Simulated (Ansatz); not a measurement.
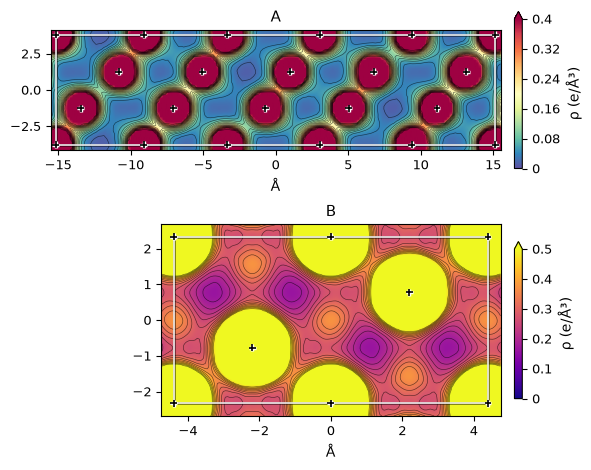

The valence charge density (pseudo) of 2 systems, each on a plane through atoms (crosses mark nuclei in the plane).

Level of theory: Ansatz, DFT PBEsol, plane waves, PAW.

System 1: Rh, the (110) plane of the conventional cell. Space group P6₃/mmc; a structure from a database of computed crystals, not necessarily the ambient phase; computed without spin polarisation.

System 2: Bi2Te3, the (110) plane of the conventional cell. Space group R-3m.

Match each panel to its system.

Answer. Panel A is system 2, Bi2Te3: the plane holds Bi and Te. Bi–Te (3.06 Å): the density is about 0.29 e/Å³ at the midpoint. Panel B is system 1, Rh: the plane holds Rh. Rh–Rh (2.69 Å): ρ is about 0.37 e/Å³ halfway.
